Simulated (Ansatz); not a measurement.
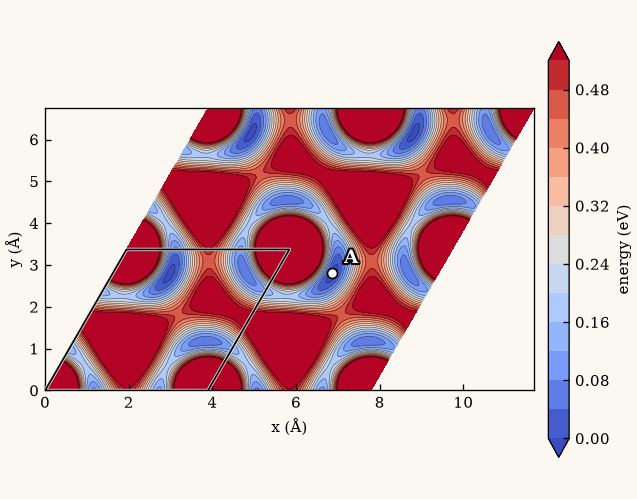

AlP (F-43m phase) with one H guest (13 atoms in the cell, cell charge +1). A guest moved over a lattice plane through the rigid host; the plane is (1 −1 1) of the conventional cell, half-way across the widest gap between atomic layers, origin above P10. Places are given modulo a cell vector. The map is drawn in real space over the plane of the scan. Nothing is relaxed (host rigid, guest held in the plane). Grid: 9 × 9 points. All energies are given in eV per cell relative to the lowest grid point. The band gap closes in part of the range. The cell is charged on a uniform background, without a charge correction. Level of theory: DFT PBE, scalar-relativistic, plane waves, PAW in Ansatz 0.2.0. Settings: cutoff 420 eV, k-mesh 4×4×4, gaussian smearing 0.05 eV, no spin polarisation.

Drawn: filled contours, the outline of one cell of the 2 × 2 shown, one colour for all values above the top of the scale, the point A. Between grid points the surface is interpolated.

**Find the lowest pass out of the well at A.**

The easiest path leads from the well at about (0.35, 0.83) of the cell vectors to the well at about (0.81, 0.35) of the cell vectors, about 0.065 eV higher. Its highest point lies about 0.2 eV above the bottom of the first well on the interpolated surface, at about (0.14, 0.19) of the cell vectors. Seen from the upper well the barrier is about 0.14 eV. This is the barrier on the constrained surface; relaxing the other coordinates would change it. Long-range motion along the hardest cell direction needs about 0.49 eV, so the motion is anisotropic.

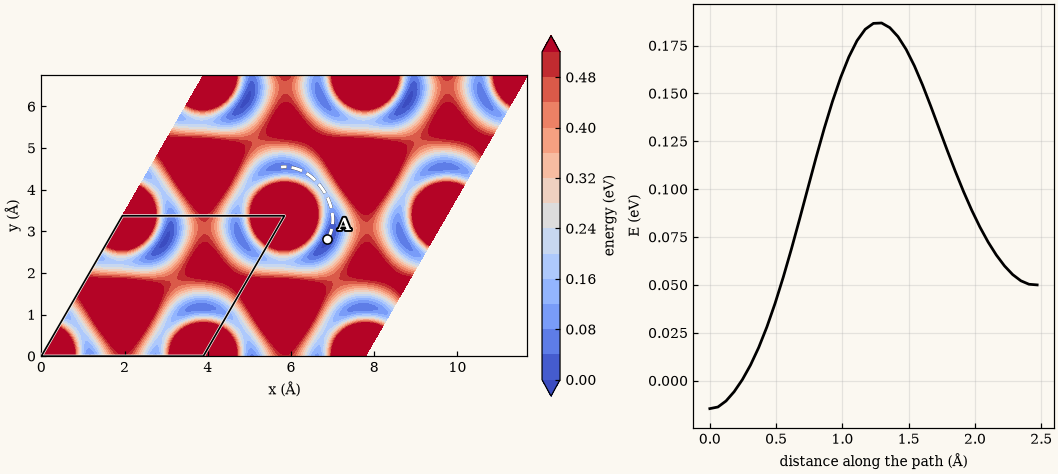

In the figure: filled contours, a line along the lowest path, the outline of one cell of the 2 × 2 shown, one colour for all values above the top of the scale, the energy along the path at the right. Between grid points the surface is interpolated.

PAW datasets: the set soft_1.
